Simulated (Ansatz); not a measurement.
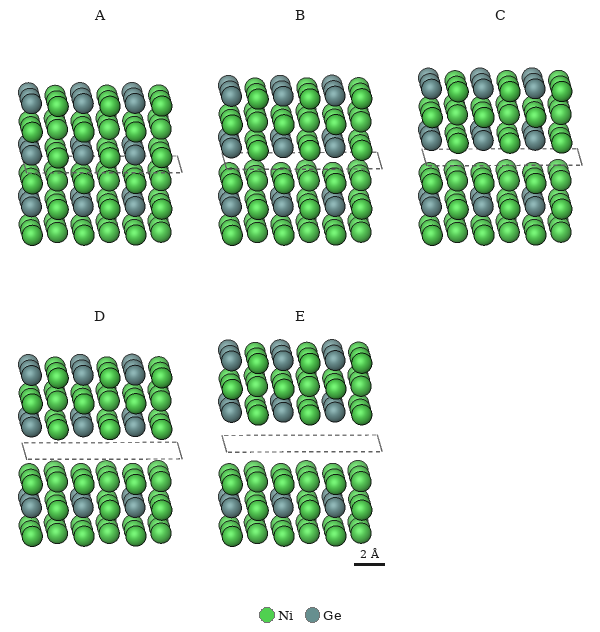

A scan of solid Ni3Ge (Pm-3m) along one coordinate. Style: spheres-only. Shown: the layers on both sides of the dashed plane, from the side, nearly along that plane.

Theory: Ansatz 0.2.0, DFT PBEsol, scalar-relativistic, plane waves, PAW. Settings: plane-wave cutoff 420 eV; k-point mesh 13 × 13 × 5; occupations gaussian; smearing width 0.15 eV; no spin polarisation. Energies (free energies at the smearing named) are counted from the relaxed crystal.

Which coordinate changes from frame to frame?

The crystal is pulled apart rigidly along the normal of the (1 0 0) plane of the conventional cell, at a cut between a plane of Ni below and one of Ge/Ni above, 1.76 Å apart. In the frames the opening is 0.00 Å (A), 0.50 Å (B), 1.00 Å (C), 2.00 Å (D), 3.00 Å (E). One cut stands in each cell, which starts 10.6 Å high; nothing is relaxed, and the dashed outline marks the cut. Their energies are 0.000 J/m², 1.131 J/m², 2.731 J/m², 4.470 J/m², 4.929 J/m².

Limits of the set-up: an element that often carries a moment was run without spin polarisation.
